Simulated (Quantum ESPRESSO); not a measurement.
**MgO (Periclase): a worked LO-TO splitting**

Wanted: the LO mode of MgO (Periclase) from the TO mode and the field response.

Method: DFT PBEsol, scalar-relativistic, plane waves, PseudoDojo norm-conserving pseudopotentials, in Quantum ESPRESSO 7.5.

The database entry behind the starting cell differs from later determinations by our own check (about 0.1 % long), so it need not match the best structure at ambient conditions.

### Step 1. The relaxed structure

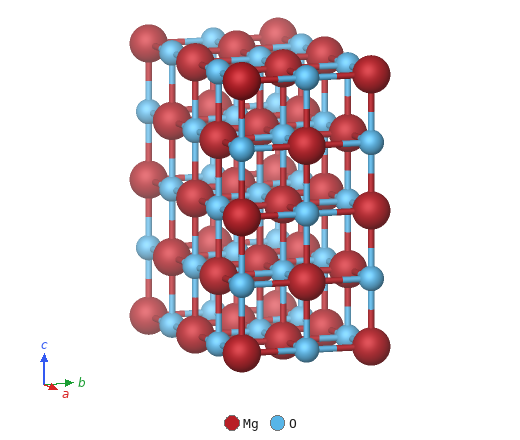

The cell as given, slightly off an axis (magnesium red, oxygen blue). 2×1×2 cells are drawn. This picture shows the conventional cell, with its axes. Some periodic images of atoms are drawn too.

Structure file:

```
CELL_PARAMETERS angstrom
-2.10704 0.00000 2.10704
0.00000 2.10704 2.10704
-2.10704 2.10704 0.00000
ATOMIC_POSITIONS crystal
Mg 0.00000 0.00000 0.00000
O 0.50000 0.50000 0.50000
```

This is the cell after its relaxation at this level of theory, not the database cell from which that began.

### Step 2. What the response run gave

A linear-response run on the relaxed cell, with the response to an electric field; only its zone-centre results are used. Cutoff 92 Ry, k mesh 12×12×12.

The program printed:

```text
[banners, grids, parts of the stress and lines that vanish by symmetry left out]
Program PHONON v.7.5
     Reading xml data from directory:

[...]
Exchange-correlation= PBESOL
                           (   1   4  10   8   0   0   0)
[...]
kinetic-energy cut-off    =      92.0000  Ry
     charge density cut-off    =     368.0000  Ry
     convergence threshold     =      1.0E-18
[...]
Exchange-correlation= PBESOL
                           (   1   4  10   8   0   0   0)
[...]
q = (   0.0000000   0.0000000   0.0000000 )
     49 Sym.Ops. (with q -> -q+G )
     G cutoff =  295.5694  (  15065 G-vectors)     FFT grid: ( 36, 36, 36)
     number of k points=    72
[...]
Mode symmetry, O_h (m-3m)  point group:
[...]
Dielectric constant
[...]
End of electric fields calculation
          Dielectric constant in cartesian axis
          (       3.233679355      -0.000000000       0.000000000 )
          (      -0.000000000       3.233679355      -0.000000000 )
          (       0.000000000      -0.000000000       3.233679355 )
          Effective charges (d Force / dE) in cartesian axis without acoustic sum rule applied (asr)
           atom    1  Mg    Mean Z*:        1.98591
      Ex  (        1.98591       -0.00000        0.00000 )
      Ey  (       -0.00000        1.98591       -0.00000 )
      Ez  (        0.00000       -0.00000        1.98591 )
           atom    2  O     Mean Z*:       -1.98556
      Ex  (       -1.98556       -0.00000        0.00000 )
      Ey  (       -0.00000       -1.98556       -0.00000 )
      Ez  (        0.00000       -0.00000       -1.98556 )
          Effective charges Sum: Mean:        0.00035
[...]
Effective charges (d Force / dE) in cartesian axis with asr applied:
           atom    1  Mg    Mean Z*:        1.98574
[...]
atom    2  O     Mean Z*:       -1.98574
[...]
Representation #   1 modes #   1   2   3
[...]
End of self-consistent calculation
     Convergence has been achieved
     Representation #   2 modes #   4   5   6
[...]
End of self-consistent calculation
     Convergence has been achieved
[...]
Dielectric constant in cartesian axis
          (       3.233679355      -0.000000000       0.000000000 )
          (      -0.000000000       3.233679355      -0.000000000 )
          (       0.000000000      -0.000000000       3.233679355 )
          Effective charges (d Force / dE) in cartesian axis without acoustic sum rule applied (asr)
           atom    1  Mg    Mean Z*:        1.98591
      Ex  (        1.98591       -0.00000        0.00000 )
      Ey  (       -0.00000        1.98591       -0.00000 )
      Ez  (        0.00000       -0.00000        1.98591 )
           atom    2  O     Mean Z*:       -1.98556
      Ex  (       -1.98556       -0.00000        0.00000 )
      Ey  (       -0.00000       -1.98556       -0.00000 )
      Ez  (        0.00000       -0.00000       -1.98556 )
          Effective charges Sum: Mean:        0.00035
[...]
Effective charges (d Force / dE) in cartesian axis with asr applied:
           atom    1  Mg    Mean Z*:        1.98574
[...]
atom    2  O     Mean Z*:       -1.98574
[...]
q = (    0.000000000   0.000000000   0.000000000 )
[...]
freq (    1) =      -0.731011 [THz] =     -24.383892 [cm-1]
     freq (    2) =      -0.731011 [THz] =     -24.383892 [cm-1]
     freq (    3) =      -0.731011 [THz] =     -24.383892 [cm-1]
     freq (    4) =      11.548444 [THz] =     385.214614 [cm-1]
     freq (    5) =      11.548444 [THz] =     385.214614 [cm-1]
     freq (    6) =      11.548444 [THz] =     385.214614 [cm-1]
[...]
Mode symmetry, O_h (m-3m)  point group:
     freq (   1-   3) =        -24.4  [cm-1]   --> T_1u G_15  G_4- I
     freq (   4-   6) =        385.2  [cm-1]   --> T_1u G_15  G_4- I

   JOB DONE.
```

```
                       quantity   value
             cell volume Ω (Å³)  18.709
                 mass of Mg (u)  24.305
                  mass of O (u)  15.999
     Born charge of Mg, raw (e)   1.986
      Born charge of O, raw (e)  -1.986
                             ε∞   3.234
ω(TO) after the sum rule (cm⁻¹)   386.7
```

### Step 3. The calculation

The charges must sum to zero over the cell; taking off their mean, 0.000 e, leaves Z* = 1.986 e on Mg. In the polar mode Mg moves against O, so the reduced mass is μ = 24.30 × 16.00 / 40.30 = 9.648 u.

A longitudinal wave builds up a field that adds to the restoring force: ω(LO)² = ω(TO)² + 4π Z*² / (μ Ω ε∞), in Hartree atomic units. With μ = 17587 electron masses and Ω = 126.25 bohr³ the second term is 6.9011e-06 Ha², or 332419 cm⁻² (1 Ha = 219474.6 cm⁻¹).

So ω(LO) = √(149506 + 332419) = 694.2 cm⁻¹, and by the Lyddane-Sachs-Teller relation ε₀ = ε∞ (ω(LO)/ω(TO))² = 10.42.

### Step 4. Check against the program

The analysis program adds the same non-analytic term to the full matrix, here for q along (1 0 0).

The program printed:

```text
[banner, memory and clock lines left out]
Program DYNMAT v.7.5

     Reading Dynamical Matrix from file g.dyn
     ...Force constants read
     ...epsilon and Z* read

     Polarizability (A^3 units)
     multiply by 0.573211 for Clausius-Mossotti correction
         3.325497   -0.000000    0.000000
        -0.000000    3.325497   -0.000000
         0.000000   -0.000000    3.325497

     IR activities are in (D/A)^2/amu units

# mode   [cm-1]    [THz]      IR
    1     -0.00   -0.0000    0.0000
    2      0.00    0.0000    0.0000
    3      0.00    0.0000    0.0000
    4    386.66   11.5918    9.4291
    5    386.66   11.5918    9.4291
    6    694.21   20.8118    9.4291
```

ε₀ comes from the program's run without a direction of q.

| quantity | by hand | program |
| --- | --- | --- |
| ω(LO) (cm⁻¹) | 694.2 | 694.2 |
| ε₀ | 10.42 | 10.42 |

### Step 5. What came out

```
TO mode                    : 386.7 cm⁻¹
LO mode                    : 694.2 cm⁻¹
static dielectric constant : 10.42
```

The LO mode of MgO (Periclase) lies at 694 cm⁻¹, 308 cm⁻¹ above the TO mode; the formula meets the program within 0.1 cm⁻¹, as it must for a cubic crystal with one polar mode. ω(LO)² − ω(TO)² goes with Z*²/ε∞: an error of 5 % in ε∞ would move the LO mode by 11.5 cm⁻¹, and semilocal functionals tend to overestimate ε∞. The acoustic modes of the response miss zero by 24 cm⁻¹, a numerical error that can touch the optical modes as well. These are harmonic values at zero temperature, at the volume of this functional, for the structure held cubic; stability elsewhere in the zone is no part of this calculation.

[Host names and launcher messages were left out of these logs when they were recorded.]

[Logs are printed without paths, hosts, clocks, repeated set-up lines and the standing remarks that a program may print on its own settings, such as how far it seeks lower states.]

[Hosts, paths, dates, database ids (printed as entryN), source tags and the programs' standing remarks are cut or masked in the printed files.]
